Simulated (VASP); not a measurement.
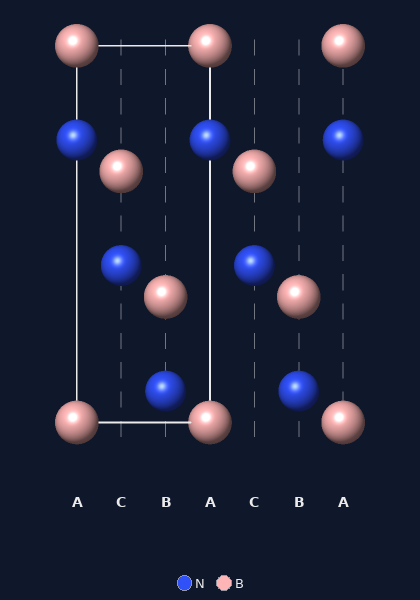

Projection along an edge of the hexagonal mesh, stacking direction [111] upwards. The dashed lines mark the three columns A (0, 0), B (1/3, 2/3) and C (2/3, 1/3). The box is the hexagonal cell of the face-centred cubic lattice. The sequence starts with the first layer at or above the cell's origin.

System BN (space group F-43m, No. 216); source of the atomic positions: coordinates from a relaxation with VASP Kohn-Sham DFT of a periodic cell, revPBE with D4, VASP PAW PBE potentials, recommended in VASP 6.6.1.

**Read off the stacking sequence over one period.**

B(A) – N(B) – B(B) – N(C) – B(C) – N(A) (six layers in 6.23 Å).

**How are the N layers alone stacked?**

N layers alone: BCA, the cubic close-packed type.

**Which positions between or in the N layers do the other atoms fill?**

B: three tetrahedral sites in each hexagonal cell.

**What short polytype symbol fits?**

Polytype symbol 3C, the symbol of a tetrahedral polytype (number of double layers in the repeat and lattice).
